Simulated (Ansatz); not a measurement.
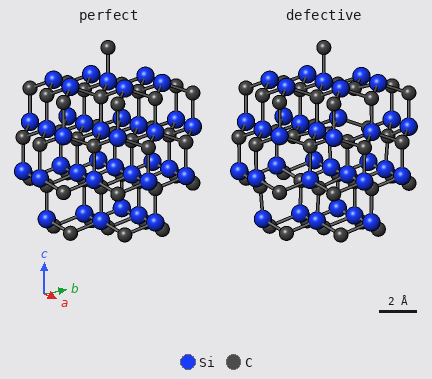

Left: perfect SiC. Right: the same region with a pair of point defects, after relaxing the atoms in a supercell of 96 sites. A ball-and-stick model of the atoms within 5.9 Å of one point, seen slightly off an axis.

Method: Ansatz 0.2.0, DFT, PBEsol, PAW, plane waves. (plane-wave cutoff 420 eV; k-point mesh 1 × 1 × 1; mesh shifted by (0.25, 0.25, 0.25); collinear spin) Fermi-Dirac smearing of 0.01 eV. A uniform background neutralises the charged cell. The axes drawn are those of the host's conventional cell.

**What kind of defect was made?**

Two silicon atoms are taken out (a divacancy), the two sites 4.4 Å apart.

The charge state of the cell is −1.

**How does the lattice respond?**

One site: around the empty Si site the host had 4 C at 1.88 to 1.89 Å; after relaxation the nearest atoms are 4 C at 2.04 to 2.06 Å. The other site: around the empty Si site the host had 4 C at 1.89 Å; after relaxation the nearest atoms are 4 C at 2.03 to 2.04 Å. Of the host's atoms, a carbon atom moves furthest from its site, by 0.17 Å. The cell's net moment is 3.00 μB.

Limits of the set-up: the cell is charged, on a uniform background, and energies carry no finite-size correction.
